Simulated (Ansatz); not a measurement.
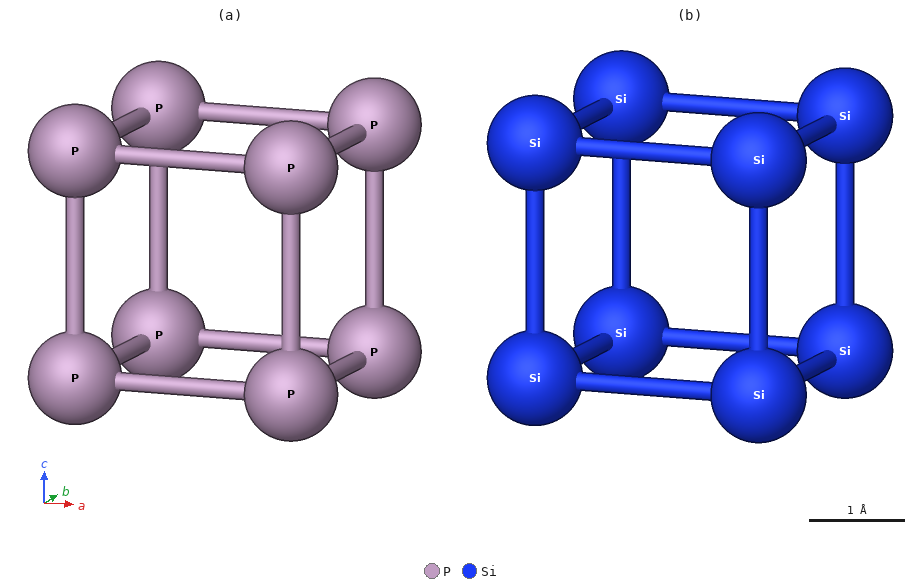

Left: solid P (set up in Pm-3m). Right: the same structure after one change, at the same scale. Style: ball-and-stick. Shown: the cell of the calculation, slightly off an axis.

Level of theory: DFT r2SCAN, scalar-relativistic, plane waves, PAW (Ansatz 0.2.0). (plane-wave cutoff 500 eV; occupations gaussian; smearing width 0.1 eV; no spin polarisation) The k-mesh is chosen for each cell (18×18×18, 16×16×16).

Which change leads from the left to the right?

Answer. Every phosphorus atom is replaced by silicon, which gives Si. Cell and atoms are relaxed again (to zero pressure within 0.1 GPa, forces under 0.01 eV/Å).

What does the change do?

Answer. The volume per atom goes from 14.48 to 16.06 Å³. The volume changes by +10.9 %, with a = b = c 2.437 → 2.523 Å (+3.5 %). The space group stays Pm-3m (No. 221).
